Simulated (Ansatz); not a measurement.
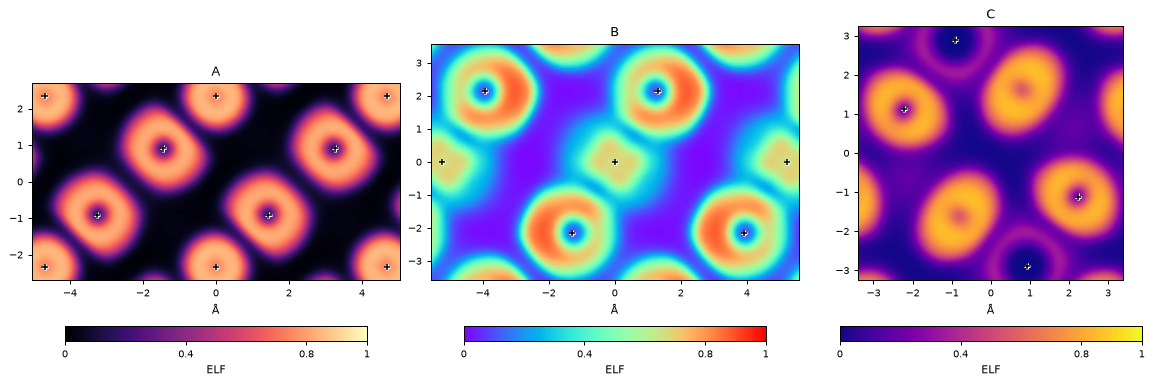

The ELF of 3 systems, each on a plane through atoms (crosses mark nuclei in the plane).

Computed with Ansatz 0.2.0, DFT, PBE, plane waves, PAW.

System 1: PtSe$_{2}$, the (110) plane of the conventional cell. Space group P-3m1; started from the 1T (CdI2) bulk prototype, which need not be the ambient phase; changed on purpose from its base cell (uniaxial z strain -1.0%); computed pressure about 4 GPa in this cell.

System 2: PbO$_{2}$, the (111) plane of the conventional cell. Space group P4₂/mnm; started from the rutile prototype, which need not be the ambient phase; changed on purpose from its base cell (epitaxial xy strain +2.0%); computed pressure about 4 GPa in this cell.

```
Pb O
1.0
     5.08352    0.00000    0.00000
     0.00000    5.08352    0.00000
     0.00000    0.00000    3.35131
Pb O
2 4
Direct
  0.00000 0.00000 0.00000
  0.50000 0.50000 0.50000
  0.30774 0.30774 0.00000
  0.19226 0.80774 0.50000
  0.80774 0.19226 0.50000
  0.69226 0.69226 0.00000
```

System 3: HfO$_{2}$, the (001) plane of the conventional cell. Space group P4₂/mnm; started from the rutile prototype, which need not be the ambient phase; changed on purpose from its base cell (epitaxial xy strain -3.0%); computed pressure about 13 GPa in this cell.

Which map belongs to which system?

Answer. Panel A is system 3, HfO$_{2}$: the plane holds Hf and O. Hf–O (2.04 Å): the ELF peaks at about 0.85 in the valence shell of O, 0.6 Å from its nucleus, and drops to about 0.20 between the two atoms; no shared electron pair shows on this line. Panel B is system 1, PtSe$_{2}$: the plane holds Pt and Se. Pt–Se (2.51 Å): the ELF is about 0.50 at the midpoint. Panel C is system 2, PbO$_{2}$: the plane holds Pb and O. Pb–O (2.21 Å): the ELF peaks at about 0.80 in the valence shell of O, 0.6 Å from its nucleus, and drops to about 0.20 between the two atoms.
